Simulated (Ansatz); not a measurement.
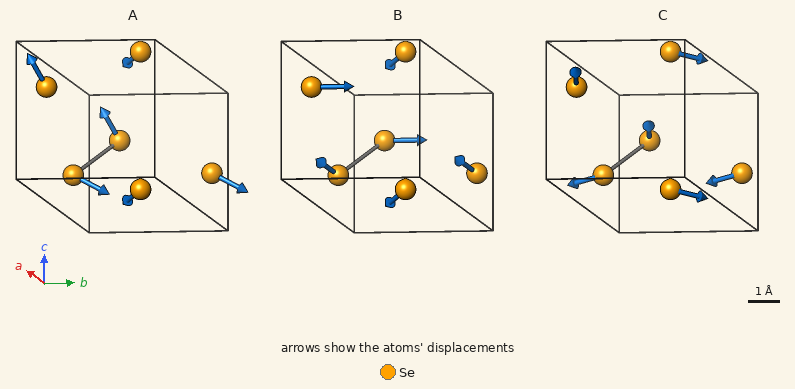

Modes of crystalline Se, space group P3₁21 (No. 152), at the zone centre (one member of each degenerate set). The blue arrows are the displacements of the atoms (eigenvector over the root of the mass), of arbitrary overall length and sign. Style: ball-and-stick. Shown: the cell of the calculation, from a free direction.

These are results of DFT PBE, scalar-relativistic, plane waves, PAW in Ansatz 0.2.0, not measurements.

Frequencies are those without the non-analytic (LO–TO) term.

**Which are infrared-active and which Raman-active?**

A is E, infrared- and Raman-active by symmetry (127 cm⁻¹). B is A₁, Raman-active by symmetry (231 cm⁻¹). C is A₂, infrared-active by symmetry (86 cm⁻¹).
